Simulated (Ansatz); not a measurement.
**Single-point calculation, with input and output: ZnO**

The run: single-point calculation of ZnO (slab, 16 atoms in the cell). Method and program: DFT PBEsol, scalar-relativistic, plane waves, PAW, no spin polarisation (Ansatz 0.2.0).

The structure derives from an entry of the Crystallography Open Database. It belongs to a series of runs on one base structure; here: (1 0 0) slab cut from the bulk. Figures and captions count atoms from 1; the log counts them from 0 in places.

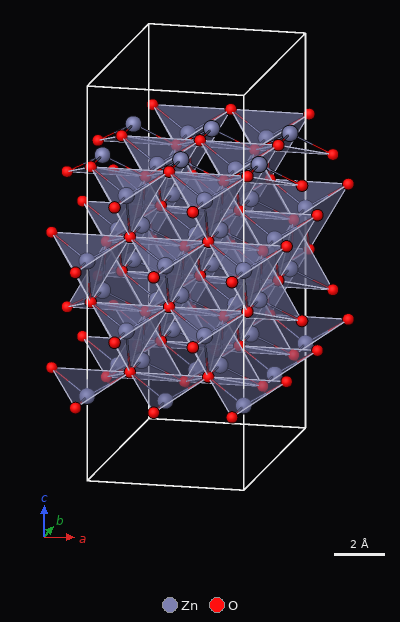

Fig. 1: The structure as given in the input (polyhedral view of the 2 × 2 repeat of the cell, with the vacuum cut short, seen slightly off an axis; polyhedra are completed across the faces of the cell). An atom can appear more than once, as a periodic image.

Input
```yaml
crystal:
  lattice:
    - [3.2300235105, 0.0, 0.0]
    - [0.0, 5.2142972728, 0.0]
    - [0.0, 0.0, 24.3242747163]
  atoms:
    - { symbol: Zn, position: [0.0, 0.9984156875, 0.3083339622] }
    - { symbol: O, position: [0.0, 0.6194843125, 0.3083339622] }
    - { symbol: Zn, position: [0.5, 0.4984156875, 0.3466671697] }
    - { symbol: O, position: [0.5, 0.1194843125, 0.3466671697] }
    - { symbol: Zn, position: [0.5, 0.9984156875, 0.4233335849] }
    - { symbol: O, position: [0.5, 0.6194843125, 0.4233335849] }
    - { symbol: Zn, position: [0.0, 0.4984156875, 0.4616667924] }
    - { symbol: O, position: [0.0, 0.1194843125, 0.4616667924] }
    - { symbol: Zn, position: [0.0, 0.9984156875, 0.5383332076] }
    - { symbol: O, position: [0.0, 0.6194843125, 0.5383332076] }
    - { symbol: Zn, position: [0.5, 0.4984156875, 0.5766664151] }
    - { symbol: O, position: [0.5, 0.1194843125, 0.5766664151] }
    - { symbol: Zn, position: [0.5, 0.9984156875, 0.6533328303] }
    - { symbol: O, position: [0.5, 0.6194843125, 0.6533328303] }
    - { symbol: Zn, position: [0.0, 0.4984156875, 0.6916660378] }
    - { symbol: O, position: [0.0, 0.1194843125, 0.6916660378] }
basis:
  ecutwfc: 420
kpoints:
  mp_grid: { grid: [8, 5, 1] }
hamiltonian:
  xc: pbesol
scf:
  occupations: { method: gaussian, width: 0.05 }
output:
  forces: true
  stress: true
  eigenvalues: true
efield:
  axis: 3
  dipole_correction: true
  ramp_width: 0.04
```

Hardware: 2 threads of Arm Neoverse V1, 24 GiB of memory available, shared host.

Run as:
```bash
ansatz run input.yaml --threads 2 --pin off --max-ram 5120MiB --backend cpu --events-out ev --progress --plain --runs-dir out
```

What the program printed
```
Engine: ansatz 0.2.0, aarch64-unknown-linux-gnu
Pseudopotentials: kind: paw
Pseudopotential: Zn, paw, valence charge 12, recommended cutoff 420 eV (normal), Zn.paw.azcp
Pseudopotential: O, paw, valence charge 6, recommended cutoff 420 eV (normal), O.paw.azcp
Functional definition: PBEsol
  exchange = pbesol_x
  correlation = pbesol_c
Crystal: 16 atoms, lattice volume = 409.677 Å³
Basis set: ecut = 420 eV, 8055 PW (Γ), exchange–correlation on 48×72×360 points (8 copies of the dense FFT grid, shifted against one another)
Bands: 88, of which v1, the nominal top of the filled ones, is band 72 counted from 1 (71 counted from 0)
Symmetry: 2 space group operations
k-points: 15 of 40 (time reversal used)
Non-local potential: Zn, projectors of the file, l = 0: 2, l = 1: 2, l = 2: 3, l = 3: 1
Non-local potential: O, projectors of the file, l = 0: 2, l = 1: 2, l = 2: 1
PAW form: soft (Blöchl's): semilocal exchange-correlation on the pseudo side does not see the compensation charge
PAW frozen core: Zn, regenerated for the run's functional, and the local potential with it (the file was generated under x = pbe(κ = 0.804, μ = 0.2195149727645171), c = pbe(β = 0.06672455060314922))
PAW frozen core: O, regenerated for the run's functional, and the local potential with it (the file was generated under x = pbe(κ = 0.804, μ = 0.2195149727645171), c = pbe(β = 0.06672455060314922))
PAW one-centre angular grid: Zn, 590 points (default); XC on 64 Gauss nodes
PAW one-centre angular grid: O, 110 points (default); XC on 64 Gauss nodes
Initial density: superposition of atomic densities (neutral atoms: chi_scale 0, normalization atom), corrected by the library's trained network
Initial wavefunctions: pseudopotential atomic-orbital guess
Functional: x = pbesol(κ = 0.804, μ = 0.12345679012345678), c = pbesol(β = 0.046)
SCF iter   1: F=—  HF=-30734.274056 eV  |F-HF|=—  |Δ(HF+E_count)|=         —  Δρ=1.09e-2  dr2=3.98e-1  ethr=1.77e-3  p=0.000 e·Å  D=6.22e-14 V/Å  ΔV_dip=-0.00 eV  dr2_dipole=7.01e-10  V_vac-E_F(+/−)=4.73/4.73 eV  ⟨swp⟩=7.9  Hψ=6258  notcnv=0  defer=40
efield: sawtooth ramp at fractional position 0.9800 (placed from the atoms, in the widest stretch of the axis that holds none; the zero of the levels goes with the place), width 0.0400; the density the first Hamiltonian is built on has a dipole p = 0.000 e·Å; the dipole correction subtracts the counter field D = 6.22e-14 V/Å, which shifts the + side's vacuum level by -0.00 eV against the − side's; the planar-averaged density in the ramp window peaks in size at 1.2e-5 e/Å³
preconditioner: auto → Resta (q_TF=auto, 2.292 Å⁻¹)  ε∞=4.6  [insulator: Δε(μ)=0.325 eV  Ē_g=11.622 eV  σ=0.050 eV  W_gap=1.00  n_scr=68 (ndim 8)  ℏωp=22.0 eV  f_vac=0.513  D(μ)=0.00/eV (n_scr^D=0)  ε∞_Penn≈4.6  vacuum switching on, ρ_ref=9.8e-3 e/Å³]
SCF iter   2: F=—  HF=-30734.176829 eV  |F-HF|=—  |Δ(HF+E_count)|=   9.72e-2  Δρ=2.71e-3  dr2=1.89e-2  ethr=2.76e-4  p=0.000 e·Å  D=3.99e-6 V/Å  ΔV_dip=-0.00 eV  dr2_dipole=8.16e-10  V_vac-E_F(+/−)=4.94/4.94 eV  ⟨swp⟩=2.1  Hψ=2684  notcnv=0  defer=157
SCF iter   3: F=—  HF=-30734.173145 eV  |F-HF|=—  |Δ(HF+E_count)|=   3.68e-3  Δρ=7.52e-4  dr2=2.33e-3  ethr=1.31e-5  p=0.000 e·Å  D=1.12e-6 V/Å  ΔV_dip=-0.00 eV  dr2_dipole=4.90e-12  V_vac-E_F(+/−)=4.90/4.90 eV  ⟨swp⟩=2.0  Hψ=2257  notcnv=0  defer=157
SCF iter   4: F=—  HF=-30734.173390 eV  |F-HF|=—  |Δ(HF+E_count)|=   2.44e-4  Δρ=5.44e-4  dr2=1.03e-3  ethr=1.62e-6  p=0.000 e·Å  D=9.20e-7 V/Å  ΔV_dip=-0.00 eV  dr2_dipole=1.57e-10  V_vac-E_F(+/−)=4.91/4.91 eV  ⟨swp⟩=2.0  Hψ=2171  notcnv=0  defer=157
SCF iter   5: F=—  HF=-30734.173296 eV  |F-HF|=—  |Δ(HF+E_count)|=   9.34e-5  Δρ=1.14e-4  dr2=4.01e-5  ethr=7.19e-7  p=-0.000 e·Å  D=-2.32e-7 V/Å  ΔV_dip=0.00 eV  dr2_dipole=5.97e-12  V_vac-E_F(+/−)=4.90/4.90 eV  ⟨swp⟩=2.0  Hψ=2171  notcnv=0  defer=157
SCF iter   6: F=—  HF=-30734.173468 eV  |F-HF|=—  |Δ(HF+E_count)|=   1.72e-4  Δρ=1.02e-4  dr2=3.45e-5  ethr=2.78e-8  p=0.000 e·Å  D=5.14e-7 V/Å  ΔV_dip=-0.00 eV  dr2_dipole=1.44e-11  V_vac-E_F(+/−)=4.90/4.90 eV  ⟨swp⟩=2.0  Hψ=2287  notcnv=0  defer=157
SCF iter   7: F=—  HF=-30734.173464 eV  |F-HF|=—  |Δ(HF+E_count)|=   3.72e-6  Δρ=3.23e-5  dr2=3.13e-6  ethr=2.40e-8  p=0.000 e·Å  D=3.34e-7 V/Å  ΔV_dip=-0.00 eV  dr2_dipole=8.35e-13  V_vac-E_F(+/−)=4.90/4.90 eV  ⟨swp⟩=2.0  Hψ=2231  notcnv=0  defer=157
SCF iter   8: F=—  HF=-30734.173464 eV  |F-HF|=—  |Δ(HF+E_count)|=   5.74e-7  Δρ=8.26e-6  dr2=2.29e-7  ethr=2.17e-9  p=0.000 e·Å  D=1.26e-7 V/Å  ΔV_dip=-0.00 eV  dr2_dipole=9.22e-14  V_vac-E_F(+/−)=4.90/4.90 eV  ⟨swp⟩=2.0  Hψ=2243  notcnv=0  defer=157
SCF iter   9: F=-30734.173464 eV  HF=-30734.173464 eV  |F-HF|=5.01e-8  |Δ(HF+E_count)|=   2.38e-9  Δρ=5.13e-6  dr2=8.79e-8  ethr=6.94e-11  p=0.000 e·Å  D=1.42e-7 V/Å  ΔV_dip=-0.00 eV  dr2_dipole=1.09e-12  V_vac-E_F(+/−)=4.90/4.90 eV  ⟨swp⟩=15.3  Hψ=7721  notcnv=0
SCF 1 converged in 9 iterations: F = -30734.173464 eV  dr2 = 8.79e-8
  greatest PAW one-centre occupation: 0.988 electrons in one spin orbital (limit 2), on the Zn atom at site 14 (counted from 0), in its partial waves of l = 2
```

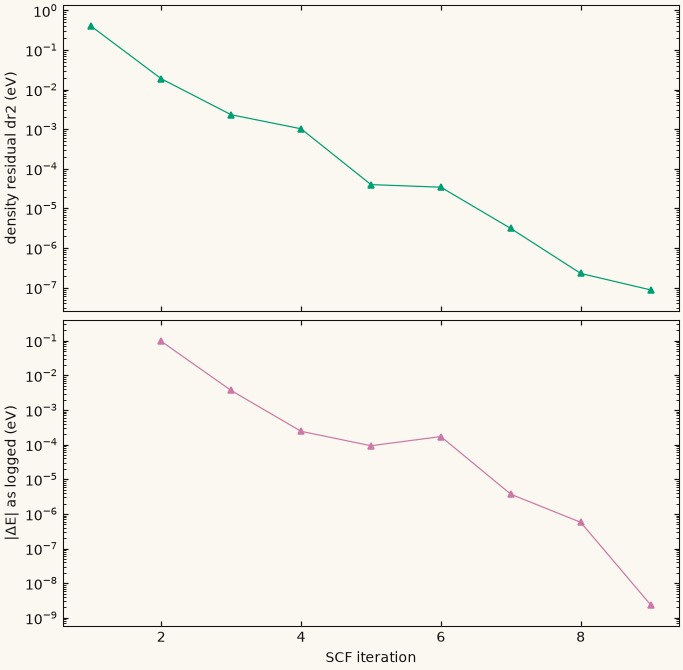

Fig. 2: Convergence of the self-consistent field: density residual dr2 and size of the energy change against the SCF iteration. The residual falls at every step.

```
SCF converged after 9 iterations
Free energy (F): -30734.173464 eV
Harris-Foulkes:  -30734.173464 eV  (|F-HF|=5.01e-8)
Internal energy: -30734.173464 eV  (E = F + TS)
E sigma→0 (E₀):  -30734.173464 eV
Fermi energy:    0.887877 eV
Dipole field:    D = -0.000001 V/Å  (p = -0.000002 e·Å, saw-weighted, corrected)
Work function:   Φ+ = 4.9000 eV   Φ− = 4.9000 eV
Levels:          The Fermi level and band energies are counted from a zero that moves with the ramp; work functions are not
--- Per-component energies (eV) ---
  E_band       = -723.771364
  E_kinetic    = 2435.653411
  E_local      = -151311.488778  (includes V_loc(G=0)·N_el)
  E_nonlocal   = 5349.473461
  E_hartree    = 73730.422042
  E_xc         = -1656.686621
  E_vxc        = -1153.406249  (∫ρ·V_xc dr)
  E_paw        = -15575.755106  (= ΣΔE_a)
  E_vpaw       = -3504.819427  (= ΣTr[D̂ρ^β])
  E_aug_tail   = 0.016735  (compensation charges beyond the density's cutoff)
  E_efield     = 0.000000  (sawtooth field / dipole correction)
  E_vefield    = 0.000000  (∫n·V_field dr)
  E_ewald      = 56287.530250
  E_core_change = 6.661143  (= ΣΔE_core)
  E_smearing   = -0.000000  (= −TS)
  E_closure    = -0.000000  (closes the sum)
  Σ components = -30734.173464   (vs F -30734.173464, Δ=0.00e0)
--- Forces (eV/Å), atoms counted from 1 ---
  atom   1  Zn     0.00000000    -1.41756114     1.22956987
  atom   2  O      0.00000000     0.75846283     0.16983648
  atom   3  Zn     0.00000000     0.71593227    -0.78734877
  atom   4  O      0.00000000     0.06547662    -0.94613290
  atom   5  Zn     0.00000000    -0.22027355     0.19433679
  atom   6  O      0.00000000     0.03446934     0.33919580
  atom   7  Zn     0.00000000     0.07726299    -0.11525608
  atom   8  O      0.00000000    -0.01375900    -0.17897002
  atom   9  Zn     0.00000000     0.07726311     0.11525267
  atom  10  O      0.00000000    -0.01375882     0.17897329
  atom  11  Zn     0.00000000    -0.22027331    -0.19433884
  atom  12  O      0.00000000     0.03446925    -0.33919348
  atom  13  Zn     0.00000000     0.71593237     0.78734795
  atom  14  O      0.00000000     0.06547638     0.94613367
  atom  15  Zn     0.00000000    -1.41756108    -1.22956997
  atom  16  O      0.00000000     0.75846289    -0.16983776
  max |Σ_I F_I| component: 2.11e-5 eV/Å
--- Stress (GPa, compression-positive) ---
       -1.071193       0.000000       0.000000
        0.000000      -2.327796       0.000001
        0.000000       0.000001      -0.609645
  P = ⅓ Tr σ = -1.3362 GPa (-13.362 kbar)
--- Band table (eV; the first three rows and the last of 15) ---
  k-point 0: bands = ["-17.7275", "-17.6205", "-17.3857", "-17.1038", "-16.9075", "-16.7803", "-15.7333", "-15.7323", "-6.0027", "-5.9647", "-5.7494", "-5.7468", "-5.6129", "-5.5687", "-5.4791", "-5.4612", "-5.3624", "-5.3434", "-5.3409", "-5.2425", "-5.1943", "-5.1470", "-5.0688", "-5.0007", "-4.9737", "-4.9395", "-4.9281", "-4.9034", "-4.8098", "-4.8030", "-4.6846", "-4.6473", "-4.4218", "-4.4087", "-4.2938", "-4.2807", "-4.2194", "-4.2094", "-4.1980", "-4.1838", "-4.0600", "-3.9929", "-3.9642", "-3.9604", "-3.7974", "-3.7674", "-3.6843", "-3.6566", "-3.6366", "-3.6357", "-3.4635", "-3.4167", "-2.7495", "-2.6722", "-2.4409", "-1.8286", "-1.7584", "-1.4630", "-1.4200", "-0.9970", "-0.8416", "-0.6514", "-0.5959", "-0.3119", "-0.2299", "-0.0023", "0.0124", "0.0763", "0.2573", "0.2760", "0.6126", "0.6603", "1.1154", "1.8061", "2.9934", "4.3090", "5.4238", "5.8064", "5.9528", "6.0620", "6.7158", "6.8683", "7.5191", "7.6810", "8.0373", "8.0717", "8.4613", "8.4759"]
  k-point 1: bands = ["-17.6779", "-17.5928", "-17.3614", "-17.0859", "-16.9679", "-16.8189", "-15.7445", "-15.7435", "-6.0347", "-5.9979", "-5.7487", "-5.7465", "-5.6762", "-5.6689", "-5.5873", "-5.5786", "-5.4672", "-5.4026", "-5.3288", "-5.2421", "-5.2262", "-5.1673", "-5.0866", "-5.0377", "-5.0268", "-4.9428", "-4.9332", "-4.9327", "-4.9287", "-4.8515", "-4.7753", "-4.7128", "-4.4767", "-4.4206", "-4.2935", "-4.2917", "-4.2196", "-4.1915", "-4.1832", "-4.1811", "-4.0875", "-4.0004", "-3.9845", "-3.9323", "-3.8420", "-3.7473", "-3.6431", "-3.6414", "-3.4210", "-3.2602", "-3.1778", "-3.1501", "-2.8098", "-2.2735", "-2.1707", "-1.8800", "-1.6820", "-1.3627", "-1.2998", "-1.0752", "-0.9312", "-0.6020", "-0.5368", "-0.5153", "-0.4175", "-0.2666", "-0.0868", "-0.0105", "0.2301", "0.2537", "0.5547", "0.6002", "1.8243", "2.1830", "3.2149", "4.3848", "5.4708", "5.5610", "5.8991", "5.9871", "6.4836", "6.4941", "7.2093", "7.2830", "7.7088", "8.2581", "8.7904", "8.8127"]
  k-point 2: bands = ["-17.5780", "-17.5485", "-17.2846", "-17.1397", "-17.0069", "-16.9133", "-15.7628", "-15.7623", "-6.0869", "-6.0693", "-5.8064", "-5.7903", "-5.7621", "-5.7495", "-5.7471", "-5.7462", "-5.5605", "-5.5226", "-5.2860", "-5.2604", "-5.2314", "-5.2280", "-5.1026", "-5.0978", "-5.0705", "-5.0037", "-4.9822", "-4.9809", "-4.9287", "-4.9185", "-4.8458", "-4.8240", "-4.4724", "-4.4404", "-4.3165", "-4.3126", "-4.1905", "-4.1739", "-4.1447", "-4.1376", "-4.0257", "-4.0178", "-4.0158", "-3.9490", "-3.8613", "-3.8050", "-3.6503", "-3.6494", "-3.2762", "-3.0894", "-2.7152", "-2.5469", "-2.3875", "-2.1597", "-1.6091", "-1.4080", "-1.3772", "-1.3747", "-1.3557", "-1.1964", "-0.9237", "-0.8131", "-0.7447", "-0.6782", "-0.5785", "-0.3944", "-0.3812", "-0.2071", "0.2613", "0.2658", "0.4563", "0.4797", "2.7185", "2.8123", "3.8467", "4.6128", "4.8730", "5.2737", "5.7004", "5.7822", "6.1264", "6.2937", "6.7591", "7.1344", "7.6829", "7.9043", "8.1295", "8.6881"]
  k-point 14: bands = ["-17.2714", "-17.2711", "-16.9835", "-16.9093", "-16.7815", "-16.7788", "-15.5307", "-15.5307", "-5.8805", "-5.8765", "-5.8288", "-5.8268", "-5.6674", "-5.6634", "-5.5889", "-5.5444", "-5.2751", "-5.2617", "-5.2158", "-5.2115", "-5.1218", "-5.0611", "-5.0162", "-4.9659", "-4.9626", "-4.8683", "-4.8249", "-4.8244", "-4.7670", "-4.7384", "-4.6555", "-4.6478", "-4.6133", "-4.6120", "-4.3472", "-4.3434", "-4.0342", "-4.0213", "-4.0138", "-3.9992", "-3.9420", "-3.8880", "-3.8818", "-3.8687", "-3.7024", "-3.6841", "-3.6313", "-3.5862", "-3.3847", "-3.3542", "-3.3172", "-3.3139", "-3.1602", "-3.1318", "-3.0492", "-2.9899", "-2.0380", "-1.8323", "-1.8204", "-1.4220", "-1.3255", "-1.3088", "-1.3052", "-1.0840", "-0.9229", "-0.9088", "-0.8311", "-0.8014", "-0.7613", "-0.7540", "-0.0603", "-0.0548", "4.4497", "4.4816", "5.8594", "6.1255", "6.1850", "6.4491", "6.5606", "6.7157", "7.0592", "7.1926", "8.5336", "8.5687", "8.7534", "9.0250", "9.1939", "9.2856"]
```

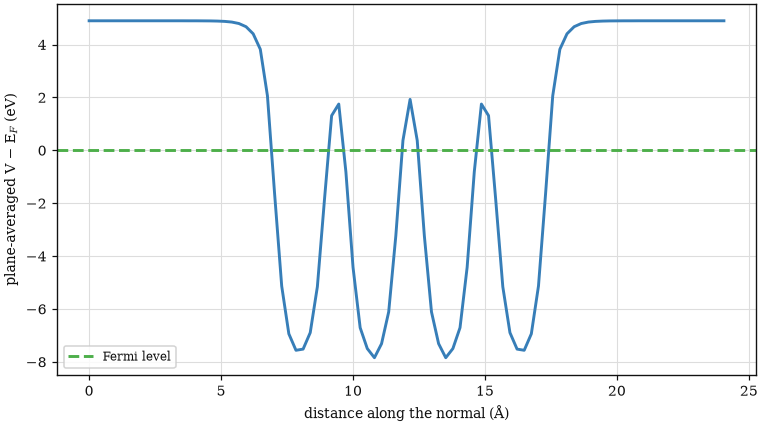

Fig. 3: Plane average of the electrostatic potential energy of an electron across the cell, from the Fermi level. The vacuum level lies 4.90 eV above the Fermi level.

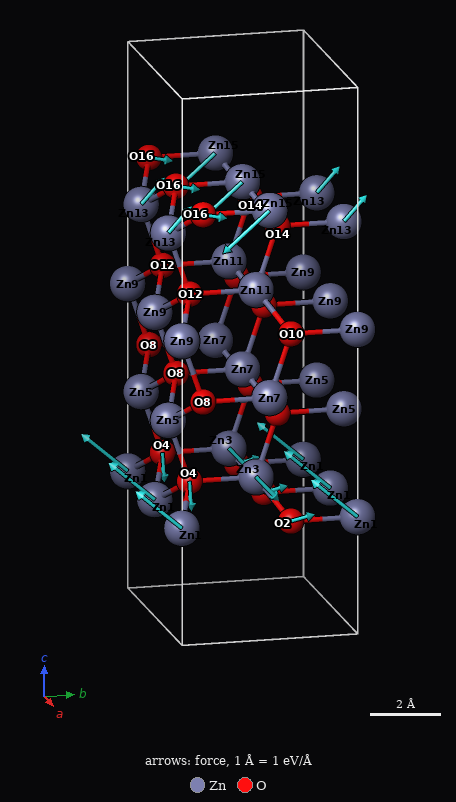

Fig. 4: Forces on the atoms as teal arrows (ball-and-stick view of the 2 × 1 repeat of the cell, with the vacuum cut short, seen slightly off an axis; atoms are numbered from 1 in the order of the input). The largest act on Zn1, Zn15 (1.88 eV/Å); Zn3, Zn13 (1.06 eV/Å); O4, O14 (0.95 eV/Å); O2, O16 (0.78 eV/Å). The geometry is not a stationary point of this energy.

Key numbers

```json
{"quantity": "outcome", "value": "converged"}
{"quantity": "electrons treated", "value": "144"}
{"quantity": "free energy", "value": "−30734.1735 eV"}
{"quantity": "work function, top face", "value": "4.90 eV"}
{"quantity": "work function, bottom face", "value": "4.90 eV"}
{"quantity": "Fermi energy", "value": "0.888 eV"}
{"quantity": "gap on the k-point mesh", "value": "0.46 eV"}
{"quantity": "work function (upper face)", "value": "4.90 eV"}
{"quantity": "largest force (length of the vector)", "value": "1.877 eV/Å"}
{"quantity": "wall time", "value": "46 s (CPU time 92 s)"}
{"quantity": "peak memory", "value": "0.94 GiB"}
```
